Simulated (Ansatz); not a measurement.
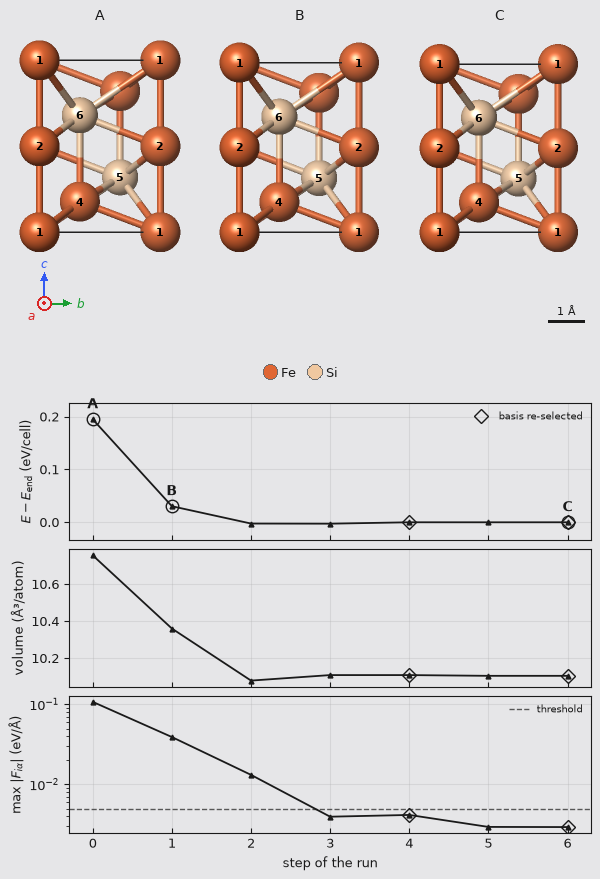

Frames of a relaxation of crystalline Fe₂Si (set up in P-3m1), marked on the history of the run. A ball-and-stick model of the cell of the calculation, seen along the a axis.

Case: relaxed again under DFT LDA, scalar-relativistic, plane waves, PAW.

Method: DFT LDA, scalar-relativistic, plane waves, PAW (Ansatz 0.2.0). Settings: plane-wave cutoff 420 eV; k-point mesh 12 × 12 × 8; occupations gaussian; smearing width 0.1 eV; collinear spin; cell and atoms relaxed; force threshold 0.005 eV/Å; at most 50 steps.

**What happens along the run?**

After 4 accepted moves (6 points after the start) the energy has fallen by 0.195 eV per cell of the calculation. The largest force component goes from 0.11 to 0.0029 eV/Å. Pressure: −15.08 GPa at the start and 0.00 GPa at the end. At 2 points the geometry stayed and the basis and grid were re-selected for the new cell (energy shift of 2.7 meV per cell of the calculation at most each time). The largest moves relative to the cell, 0.005 Å, are those of Fe atoms. Si stays in place. The drawn cell changes as follows: a = b 3.926 → 3.847 Å (−2.0 %), c 4.834 → 4.730 Å (−2.2 %); the volume changes by −6.1 %. Some distances before and after: Fe–Si 2.743 → 2.687 Å, Fe–Si 2.407 → 2.351 Å, Fe–Fe 2.417 → 2.365 Å, Fe–Si 2.429 → 2.380 Å. The space group stays P-3m1 (No. 164). From step 0 to 1: volume −3.7 %, energy −0.165 eV per cell of the calculation. From step 1 to 6: volume −2.5 %, energy −30.4 meV per cell of the calculation.

```json
{"step": "0", "E − E(0), meV/atom": "0.00", "largest force component, eV/Å": "0.1078", "pressure, GPa": "-15.08", "volume, Å³/atom": "10.756", "note": ""}
{"step": "1", "E − E(0), meV/atom": "-27.43", "largest force component, eV/Å": "0.0391", "pressure, GPa": "-6.50", "volume, Å³/atom": "10.360", "note": ""}
{"step": "2", "E − E(0), meV/atom": "-32.90", "largest force component, eV/Å": "0.0132", "pressure, GPa": "0.80", "volume, Å³/atom": "10.079", "note": ""}
{"step": "3", "E − E(0), meV/atom": "-32.94", "largest force component, eV/Å": "0.0039", "pressure, GPa": "-0.03", "volume, Å³/atom": "10.109", "note": ""}
{"step": "4", "E − E(0), meV/atom": "-32.49", "largest force component, eV/Å": "0.0042", "pressure, GPa": "-0.11", "volume, Å³/atom": "10.109", "note": "same geometry, new basis"}
{"step": "5", "E − E(0), meV/atom": "-32.50", "largest force component, eV/Å": "0.0029", "pressure, GPa": "0.00", "volume, Å³/atom": "10.105", "note": ""}
{"step": "6", "E − E(0), meV/atom": "-32.50", "largest force component, eV/Å": "0.0029", "pressure, GPa": "0.00", "volume, Å³/atom": "10.105", "note": "same geometry, new basis"}
```
